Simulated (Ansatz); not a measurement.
**Geometry relaxation of GaSb**

The run: geometry relaxation of GaSb (F-43m, 2 atoms in the cell). Method and program: DFT PBE+D3(BJ), scalar-relativistic, plane waves, PAW, no spin polarisation (Ansatz 0.2.0).

The structure derives from an entry of the Crystallography Open Database.

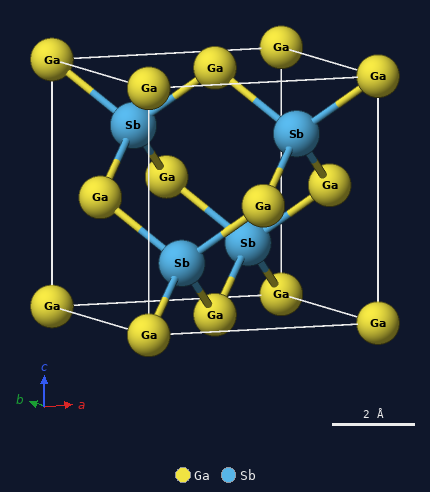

*The input geometry (ball-and-stick view of the cell 4 times as large as that of the calculation, set on its symmetry axes, seen slightly off an axis). An atom can appear more than once, as a periodic image.*

Near neighbours in the periodic cell (some may lie outside the picture): Ga has 4 Sb at 2.65 Å; Sb has 4 Ga at 2.65 Å.

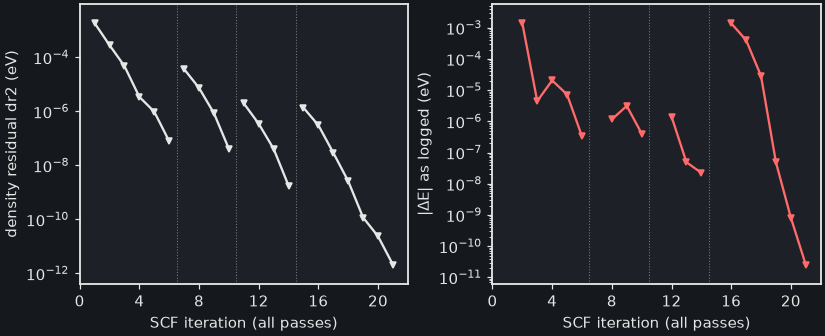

*Convergence of the self-consistent field: density residual dr2 and size of the energy change against the SCF iteration. The dotted lines part the SCF passes of the relaxation: geometry steps, rejected trials and re-solves on a re-selected basis.*

The passes take 6, 4, 4 and 7 iterations.

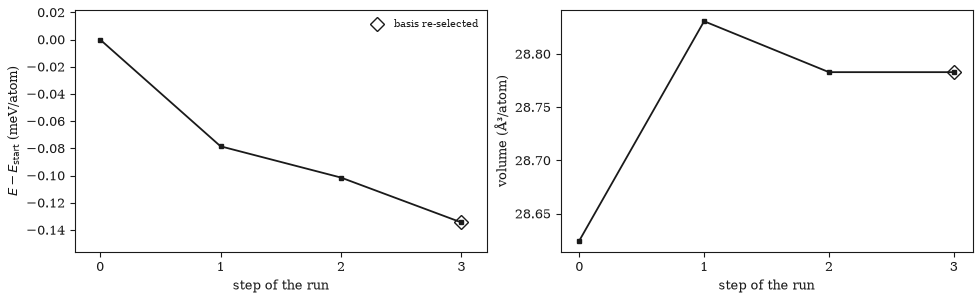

*Progress of the relaxation, step by step (the first geometry is step 0 here and step 1 in the log).*

Over 2 geometry steps the energy falls by 0.1 meV per atom. All forces vanish by symmetry, so only the cell relaxes. Pressure: 0.28 GPa at the start and 0.00 GPa at the end. No atom moves by more than 0.005 Å relative to the cell. A last SCF at the same geometry on a re-selected plane-wave basis shifts the energy by next to nothing (0.0 meV per atom).

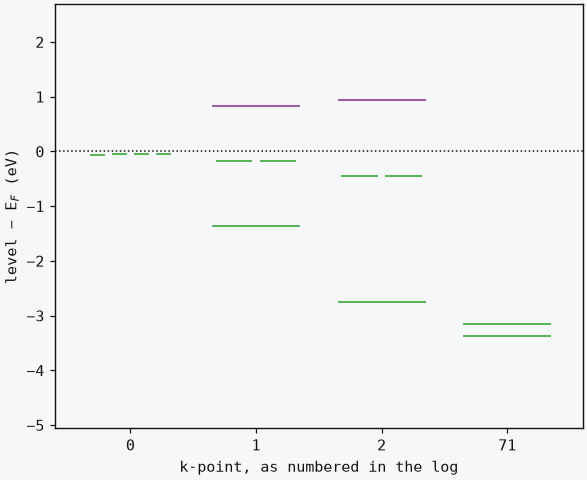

*Kohn–Sham levels near the Fermi level (dotted) at the few k-points that the log prints; levels within 0.02 eV of each other stand side by side.*

The system is metallic on the full mesh.

The input and output of the run follow.

## Input
```yaml
crystal:
  lattice:
    - [0.0, 3.059, 3.059]
    - [3.059, 0.0, 3.059]
    - [3.059, 3.059, 0.0]
  atoms:
    - { symbol: Ga, position: [0.0, 0.0, 0.0] }
    - { symbol: Sb, position: [0.75, 0.75, 0.75] }
basis:
  ecutwfc: 420
kpoints:
  mp_grid: { grid: [12, 12, 12] }
hamiltonian:
  xc: pbe
  dispersion: d3bj
scf:
  occupations: { method: gaussian, width: 0.1 }
output:
  forces: true
  stress: true
  eigenvalues: true
relax:
  adjacent_minimum: "off"
  f_tol: 0.005
  max_steps: 80
  cell: { stress_tol: 0.05 }
```

Command:
```bash
ansatz run input.yaml --threads 4 --pin off --max-ram 10240MiB --backend cpu --events-out ev --progress --plain --runs-dir out
```

## Log
```
Engine: ansatz 0.2.0, aarch64-unknown-linux-gnu
Pseudopotentials: kind: paw
Pseudopotential: Ga, paw, valence charge 13, recommended cutoff 420 eV (normal), Ga.paw.azcp
Pseudopotential: Sb, paw, valence charge 15, recommended cutoff 420 eV (normal), Sb.paw.azcp
Functional definition: PBE
  parameter kappa = 0.804
  parameter beta = 0.06672455060314922
  exchange = pbe_x(kappa = kappa, mu = beta*pi^2/3)
  correlation = pbe_c(beta = beta)
Crystal: 2 atoms, lattice volume = 57.249 Å³
Basis set: ecut = 420 eV, 1139 PW (Γ), exchange–correlation on 60×60×60 points (8 copies of the dense FFT grid, shifted against one another)
Bands: 18, of which v1, the nominal top of the filled ones, is band 14 counted from 1 (13 counted from 0)
Symmetry: 24 space group operations
Space group: F-43m (ITA 216), of the structure as read, at distance tolerance 3.9e-5 Å
k-points: 72 of 1728 (time reversal used)
Non-local potential: Ga, projectors of the file, l = 0: 2, l = 1: 2, l = 2: 3, l = 3: 1
Non-local potential: Sb, projectors of the file, l = 0: 2, l = 1: 2, l = 2: 2, l = 3: 2
PAW form: soft (Blöchl's): semilocal exchange-correlation on the pseudo side does not see the compensation charge
PAW one-centre angular grid: Ga, 590 points (default); XC on 64 Gauss nodes
PAW one-centre angular grid: Sb, 590 points (default); XC on 64 Gauss nodes
Initial density: superposition of atomic densities (neutral atoms: chi_scale 0, normalization atom), corrected by the library's trained network
Initial wavefunctions: pseudopotential atomic-orbital guess
Functional: x = pbe(κ = 0.804, μ = 0.2195149727645171), c = pbe(β = 0.06672455060314922)
SCF iter   1: F=—  HF=-10268.487632 eV  |F-HF|=—  |Δ(HF+E_count)|=         —  Δρ=1.40e-3  dr2=1.87e-3  ethr=1.77e-3  ⟨swp⟩=5.8  Hψ=6501  notcnv=0
preconditioner: auto → none  [insulator: Δε(μ)=0.371 eV  Ē_g=14.583 eV  σ=0.100 eV  W_gap=0.68  n_scr=14 (ndim 8)  ℏωp=20.8 eV  f_vac=0.091  D(μ)=0.02/eV (n_scr^D=0)  ε∞_Penn≈3.0]
SCF iter   2: F=—  HF=-10268.486226 eV  |F-HF|=—  |Δ(HF+E_count)|=   1.41e-3  Δρ=6.83e-4  dr2=2.86e-4  ethr=6.69e-6  ⟨swp⟩=2.0  Hψ=2517  notcnv=0
SCF iter   3: F=—  HF=-10268.486230 eV  |F-HF|=—  |Δ(HF+E_count)|=   4.46e-6  Δρ=2.89e-4  dr2=4.80e-5  ethr=1.02e-6  ⟨swp⟩=2.0  Hψ=1945  notcnv=0
SCF iter   4: F=—  HF=-10268.486251 eV  |F-HF|=—  |Δ(HF+E_count)|=   2.06e-5  Δρ=9.07e-5  dr2=3.46e-6  ethr=1.71e-7  ⟨swp⟩=2.0  Hψ=1945  notcnv=0
SCF iter   5: F=—  HF=-10268.486258 eV  |F-HF|=—  |Δ(HF+E_count)|=   7.24e-6  Δρ=5.13e-5  dr2=9.75e-7  ethr=1.23e-8  ⟨swp⟩=2.0  Hψ=2305  notcnv=0
SCF iter   6: F=-10268.486258 eV  HF=-10268.486258 eV  |F-HF|=2.43e-8  |Δ(HF+E_count)|=   3.32e-7  Δρ=1.74e-5  dr2=7.86e-8  ethr=3.57e-10  ⟨swp⟩=4.3  Hψ=6276  notcnv=0
SCF 1 converged in 6 iterations: F = -10268.486258 eV  dr2 = 7.86e-8
  greatest PAW one-centre occupation: 0.995 electrons in one spin orbital (limit 2), on the Sb atom at site 1 (counted from 0), in its partial waves of l = 2
relax step   1: F+E_penalty+E_count = -10268.48625763 eV  Δ(F+E_penalty+E_count) = +0.000e0 eV  max|allowed force component| = 1.665e-16 eV/Å  Δτ_max = 0.0000 Å  P = +0.279 GPa  Ω = 57.249 Å³  (6 SCF iters, dr2 threshold 1.00e-7 eV, accepted)
Crystal: 2 atoms, lattice volume = 57.661 Å³
Initial density: handed on by an earlier stage of this run
Initial wavefunctions: those handed on with the density
iter 1 solved again at ethr=2.65e-7 eV; its pass at ethr=3.10e-3 eV (dr2=7.43e-5 eV) is discarded
SCF iter   1: F=—  HF=-10268.486411 eV  |F-HF|=—  |Δ(HF+E_count)|=         —  Δρ=2.30e-4  dr2=3.69e-5  ethr=2.65e-7  ⟨swp⟩=3.0  Hψ=7849  notcnv=0
preconditioner: auto → none  [insulator: Δε(μ)=0.394 eV  Ē_g=14.535 eV  σ=0.100 eV  W_gap=0.78  n_scr=14 (ndim 8)  ℏωp=20.7 eV  f_vac=0.085  D(μ)=0.03/eV (n_scr^D=0)  ε∞_Penn≈3.0]
SCF iter   2: F=—  HF=-10268.486412 eV  |F-HF|=—  |Δ(HF+E_count)|=   1.15e-6  Δρ=1.12e-4  dr2=7.44e-6  ethr=1.32e-7  ⟨swp⟩=1.1  Hψ=1304  notcnv=0
SCF iter   3: F=—  HF=-10268.486416 eV  |F-HF|=—  |Δ(HF+E_count)|=   3.14e-6  Δρ=3.60e-5  dr2=8.58e-7  ethr=2.66e-8  ⟨swp⟩=2.0  Hψ=1945  notcnv=0
SCF iter   4: F=-10268.486415 eV  HF=-10268.486415 eV  |F-HF|=2.13e-8  |Δ(HF+E_count)|=   4.07e-7  Δρ=9.72e-6  dr2=4.11e-8  ethr=6.93e-10  ⟨swp⟩=6.9  Hψ=6681  notcnv=0
SCF 2 converged in 4 iterations: F = -10268.486415 eV  dr2 = 4.11e-8
relax step   2: F+E_penalty+E_count = -10268.48641516 eV  Δ(F+E_penalty+E_count) = -1.575e-4 eV  max|allowed force component| = 1.908e-17 eV/Å  Δτ_max = 0.0000 Å  P = -0.084 GPa  Ω = 57.661 Å³  energy of the carried Pulay correction = -9.147e-5 eV  (4 SCF iters, dr2 threshold 1.94e-7 eV, accepted)
Crystal: 2 atoms, lattice volume = 57.566 Å³
iter 1 solved again at ethr=1.44e-8 eV; its pass at ethr=3.10e-3 eV (dr2=4.02e-6 eV) is discarded
SCF iter   1: F=—  HF=-10268.486463 eV  |F-HF|=—  |Δ(HF+E_count)|=         —  Δρ=5.17e-5  dr2=1.99e-6  ethr=1.44e-8  ⟨swp⟩=2.8  Hψ=7831  notcnv=0
preconditioner: auto → none  [insulator: Δε(μ)=0.397 eV  Ē_g=14.544 eV  σ=0.100 eV  W_gap=0.78  n_scr=14 (ndim 8)  ℏωp=20.8 eV  f_vac=0.084  D(μ)=0.03/eV (n_scr^D=0)  ε∞_Penn≈3.0]
SCF iter   2: F=—  HF=-10268.486461 eV  |F-HF|=—  |Δ(HF+E_count)|=   1.43e-6  Δρ=2.38e-5  dr2=3.49e-7  ethr=7.12e-9  ⟨swp⟩=1.2  Hψ=1357  notcnv=0
SCF iter   3: F=—  HF=-10268.486461 eV  |F-HF|=—  |Δ(HF+E_count)|=   4.92e-8  Δρ=8.15e-6  dr2=4.12e-8  ethr=1.25e-9  ⟨swp⟩=2.0  Hψ=1945  notcnv=0
SCF iter   4: F=-10268.486461 eV  HF=-10268.486461 eV  |F-HF|=5.18e-10  |Δ(HF+E_count)|=   2.24e-8  Δρ=2.10e-6  dr2=1.78e-9  ethr=6.23e-11  ⟨swp⟩=5.1  Hψ=5006  notcnv=0
SCF 3 converged in 4 iterations: F = -10268.486461 eV  dr2 = 1.78e-9
relax step   3: F+E_penalty+E_count = -10268.48646132 eV  Δ(F+E_penalty+E_count) = -4.616e-5 eV  max|allowed force component| = 2.833e-17 eV/Å  Δτ_max = 0.0000 Å  P = -0.000 GPa  Ω = 57.566 Å³  energy of the carried Pulay correction = -7.031e-5 eV  (4 SCF iters, dr2 threshold 1.74e-8 eV, accepted)
Initial wavefunctions: pseudopotential atomic-orbital guess (no wavefunctions were taken with the density)
iter 1 solved again at ethr=3.15e-7 eV; its pass at ethr=3.10e-3 eV (dr2=8.82e-5 eV) is discarded
SCF iter   1: F=—  HF=-10268.484703 eV  |F-HF|=—  |Δ(HF+E_count)|=         —  Δρ=3.01e-4  dr2=1.37e-6  ethr=3.15e-7  ⟨swp⟩=3.1  Hψ=9807  notcnv=0
preconditioner: auto → none  [insulator: Δε(μ)=0.398 eV  Ē_g=14.544 eV  σ=0.100 eV  W_gap=0.79  n_scr=14 (ndim 8)  ℏωp=20.8 eV  f_vac=0.084  D(μ)=0.03/eV (n_scr^D=0)  ε∞_Penn≈3.0]
SCF iter   2: F=—  HF=-10268.486098 eV  |F-HF|=—  |Δ(HF+E_count)|=   1.39e-3  Δρ=1.50e-4  dr2=3.08e-7  ethr=4.88e-9  ⟨swp⟩=2.5  Hψ=1698  notcnv=0
SCF iter   3: F=—  HF=-10268.486499 eV  |F-HF|=—  |Δ(HF+E_count)|=   4.01e-4  Δρ=3.96e-5  dr2=2.94e-8  ethr=1.10e-9  ⟨swp⟩=2.0  Hψ=1574  notcnv=0
SCF iter   4: F=—  HF=-10268.486527 eV  |F-HF|=—  |Δ(HF+E_count)|=   2.86e-5  Δρ=2.30e-6  dr2=2.61e-9  ethr=1.05e-10  ⟨swp⟩=2.3  Hψ=1745  notcnv=0
SCF iter   5: F=—  HF=-10268.486527 eV  |F-HF|=—  |Δ(HF+E_count)|=   4.90e-8  Δρ=5.01e-7  dr2=1.17e-10  ethr=9.33e-12  ⟨swp⟩=2.7  Hψ=2305  notcnv=0
SCF iter   6: F=—  HF=-10268.486527 eV  |F-HF|=—  |Δ(HF+E_count)|=  8.22e-10  Δρ=2.28e-7  dr2=2.36e-11  ethr=1.00e-12  ⟨swp⟩=6.8  Hψ=6057  notcnv=0
SCF iter   7: F=-10268.486527 eV  HF=-10268.486527 eV  |F-HF|=9.09e-12  |Δ(HF+E_count)|=  2.55e-11  Δρ=5.05e-8  dr2=2.09e-12  ethr=1.00e-12  ⟨swp⟩=5.9  Hψ=5469  notcnv=0
SCF 4 converged in 7 iterations: F = -10268.486527 eV  dr2 = 2.09e-12
relax step   4: F+E_penalty+E_count = -10268.48652734 eV  Δ(F+E_penalty+E_count) = -6.602e-5 eV  max|allowed force component| = 5.089e-17 eV/Å  Δτ_max = 0.0000 Å  P = -0.001 GPa  Ω = 57.566 Å³  stress off target by 1.13e-3 GPa  SCF on the basis re-selected at this cell (its energy is not comparable with the rows above)  (7 SCF iters)
basis re-selected at this cell: Δ(F+E_penalty+E_count) = -6.602e-5 eV, ΔP = -0.001 GPa vs the last step (what re-selecting the basis moved, of the pressure what is left beyond the Pulay correction that the steps carried, after the strain that the cell walked since its last selection, with what the two solves' SCF thresholds leave and, on support functions, any second-order correction that the steps lacked; it is no measure of the basis error at this ecutwfc). This SCF's stress stands 1.13e-3 GPa from its target on what of the cell is left free (relax.cell.stress_tol is 5.00e-2 GPa) and its largest allowed force component is 5.09e-17 eV/Å (relax.f_tol is 5.00e-3 eV/Å): within both
SCF converged after 7 iterations
Free energy (F): -10268.486527 eV
Harris-Foulkes:  -10268.486527 eV  (|F-HF|=9.09e-12)
Internal energy: -10268.486396 eV  (E = F + TS)
E sigma→0 (E₀):  -10268.486462 eV
Entropy (-TS):   -0.000132 eV (-0.066 meV/atom)
Fermi energy:    7.691584 eV
--- Per-component energies (eV) ---
  E_band       = -262.649557
  E_kinetic    = 323.005555
  E_local      = -3921.049983  (includes V_loc(G=0)·N_el)
  E_nonlocal   = 787.117387
  E_hartree    = 1804.514611
  E_xc         = -207.364381
  E_vxc        = -154.018517  (∫ρ·V_xc dr)
  E_paw        = -6564.710695  (= ΣΔE_a)
  E_vpaw       = -906.733138  (= ΣTr[D̂ρ^β])
  E_aug_tail   = -0.000121  (compensation charges beyond the density's cutoff)
  E_ewald      = -2489.337626
  E_disp       = -0.661144  (pairwise vdW)
  E_smearing   = -0.000132  (= −TS)
  E_closure    = 0.000000  (closes the sum)
  Σ components = -10268.486527   (vs F -10268.486527, Δ=0.00e0)
--- Forces (eV/Å), atoms counted from 1 ---
  atom   1  Ga    -0.00000000     0.00000000     0.00000000
  atom   2  Sb     0.00000000    -0.00000000    -0.00000000
  max |Σ_I F_I| component: 4.16e-17 eV/Å
--- Stress (GPa, compression-positive) ---
       -0.001127       0.000000       0.000000
        0.000000      -0.001127       0.000000
        0.000000       0.000000      -0.001127
  P = ⅓ Tr σ = -0.0011 GPa (-0.011 kbar)
--- Band table (eV; the first three rows and the last of 72) ---
  k-point 0: bands = ["-21.1180", "-21.1180", "-21.1180", "-21.0991", "-21.0991", "-7.3508", "-7.3508", "-7.3508", "-7.3022", "-7.3022", "-3.8032", "7.6308", "7.6358", "7.6358", "7.6358", "10.4259", "10.4259", "10.4259"]
  k-point 1: bands = ["-21.1180", "-21.1178", "-21.1178", "-21.0990", "-21.0990", "-7.3527", "-7.3499", "-7.3499", "-7.3023", "-7.3023", "-3.7321", "6.3208", "7.5141", "7.5141", "8.5118", "10.5938", "10.5938", "10.6786"]
  k-point 2: bands = ["-21.1178", "-21.1173", "-21.1173", "-21.0989", "-21.0989", "-7.3579", "-7.3476", "-7.3476", "-7.3026", "-7.3026", "-3.5232", "4.9352", "7.2384", "7.2384", "8.6342", "10.9638", "10.9638", "11.5798"]
  k-point 71: bands = ["-21.1173", "-21.1158", "-21.1122", "-21.0996", "-21.0972", "-7.3901", "-7.3326", "-7.3279", "-7.3080", "-7.3029", "-1.3349", "0.9953", "4.3199", "4.5406", "11.3043", "11.9694", "12.0432", "12.4095"]
--- Relaxed structure (3 steps of the walk, 3 accepted, 1 SCFs on fresh bases) ---
  F+E_penalty+E_count = -10268.48652734 eV   max|allowed force component| = 5.089e-17 eV/Å   (the final SCF, on the basis selected at the relaxed cell)
  cell:  # Å, volume = 57.5657 Å³
    - [2.3438711351319713e-33, 3.0646299490402487, 3.0646299490402487]
    - [3.0646299490402487, 1.1286249052863733e-32, 3.0646299490402487]
    - [3.0646299490402487, 3.0646299490402487, 1.0674804408916262e-32]
  atoms:
    - { symbol: Ga, position: [1.8153311560367867e-33, -1.3116554595641523e-33, -1.7103987192716542e-33] }
    - { symbol: Sb, position: [0.7499999999999999, 0.7499999999999999, 0.7499999999999999] }
```

## Trajectory as extended XYZ (Å, eV, eV/Å), 4 frames, from step=1 to step=4
```
2
Lattice="0.0000 3.0590 3.0590 3.0590 0.0000 3.0590 3.0590 3.0590 0.0000" Properties=species:S:1:pos:R:3:forces:R:3 step=1 energy=-10268.48626 pressure_GPa=0.28
Ga    0.0000    0.0000    0.0000    0.0000   0.0000   0.0000
Sb    4.5885    4.5885    4.5885    0.0000   0.0000   0.0000
2
Lattice="0.0000 3.0663 3.0663 3.0663 0.0000 3.0663 3.0663 3.0663 0.0000" Properties=species:S:1:pos:R:3:forces:R:3 step=2 energy=-10268.48641 pressure_GPa=-0.08
Ga    0.0000    0.0000    0.0000    0.0000   0.0000   0.0000
Sb    4.5995    4.5995    4.5995    0.0000   0.0000   0.0000
2
Lattice="0.0000 3.0646 3.0646 3.0646 0.0000 3.0646 3.0646 3.0646 0.0000" Properties=species:S:1:pos:R:3:forces:R:3 step=3 energy=-10268.48646 pressure_GPa=-0.00
Ga    0.0000    0.0000    0.0000    0.0000   0.0000   0.0000
Sb    4.5969    4.5969    4.5969    0.0000   0.0000   0.0000
2
Lattice="0.0000 3.0646 3.0646 3.0646 0.0000 3.0646 3.0646 3.0646 0.0000" Properties=species:S:1:pos:R:3:forces:R:3 step=4 energy=-10268.48653 pressure_GPa=-0.00
Ga    0.0000    0.0000    0.0000    0.0000   0.0000   0.0000
Sb    4.5969    4.5969    4.5969    0.0000   0.0000   0.0000
```

## Summary

| quantity | value |
| --- | --- |
| outcome | converged |
| space group (tolerance 0.01 Å) | F-43m (216) |
| electrons treated | 28 |
| free energy | −10268.4865 eV |
| Fermi energy | 7.692 eV |
| gap on the k-point mesh | none (metallic) |
| pressure | 0.00 GPa |
| final volume | 57.57 Å³ |
| largest force (length of the vector) at the end | under 0.001 eV/Å |
| final cell | a = 4.334 Å, b = 4.334 Å, c = 4.334 Å, α = 60.00°, β = 60.00°, γ = 60.00° |
| hardware | 4 threads of Arm Neoverse V1, 24 GiB of memory available, shared host |
| wall time | 8.7 s (CPU time 33 s) |
| peak memory | 0.45 GiB |
